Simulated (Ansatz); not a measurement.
ZrSi$_{2}$

The calculation's input:

```
crystal:
  lattice:
    - [1.853, -7.3675, 0.0]
    - [1.853, 7.3675, 0.0]
    - [0.0, 0.0, 3.672]
  atoms:
    - { symbol: Zr, position: [0.8946, 0.1054, 0.25] }
    - { symbol: Zr, position: [0.1054, 0.8946, 0.75] }
    - { symbol: Si, position: [0.5522, 0.4478, 0.25] }
    - { symbol: Si, position: [0.4478, 0.5522, 0.75] }
    - { symbol: Si, position: [0.2496, 0.7504, 0.25] }
    - { symbol: Si, position: [0.7504, 0.2496, 0.75] }
basis:
  ecutwfc: 420
kpoints:
  mp_grid: { grid: [10, 10, 10] }
hamiltonian:
  xc: pbe
scf:
  occupations: { method: gaussian, width: 0.1 }
output:
  forces: true
  stress: true
  eigenvalues: true
  write_density: true
  write_potential: true
  elf: true
  volumetric_format: npy
relax:
  adjacent_minimum: "off"
  f_tol: 0.005
  max_steps: 80
  cell: { stress_tol: 0.05 }
```

Run with:

```sh
ansatz run input.yaml --threads 2 --pin off --max-ram 5120MiB --backend cpu --events-out ev --progress --plain --runs-dir out
```

Below, planes, directions and counts refer to the conventional cell (a = 3.71 Å, b = 14.79 Å, c = 3.68 Å, α = 90.00°, β = 90.00°, γ = 90.00°).

The fields are those of the run's last geometry, not of the input's.

Space group Cmcm.

Level of theory: DFT PBE, scalar-relativistic, plane waves, PAW in Ansatz.

**What will maps of the valence pseudo-density and electron localisation function show?**

Zr–Si (2.72 Å): the density is about 0.31 e/Å³ at the midpoint; the ELF peaks at about 0.80 in the valence shell of Si, 0.9 Å from its nucleus, and is about 0.35 at the midpoint.

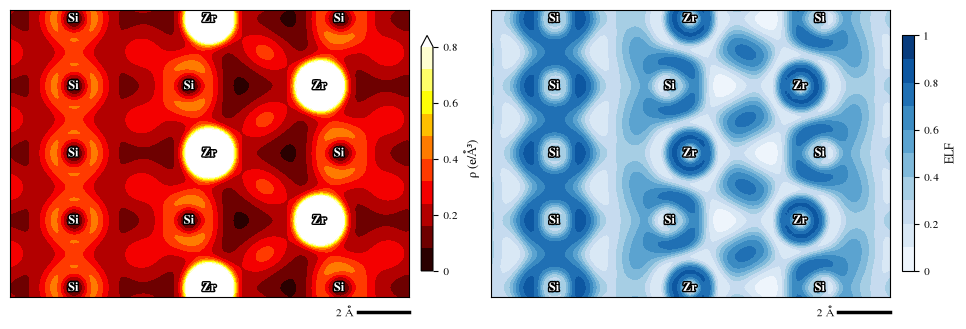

Computed valence pseudo-density and electron localisation function on the (101) plane of the conventional cell, in this order. 

Core electrons are frozen (PAW), and the valence fields are smoothed inside the atomic spheres.
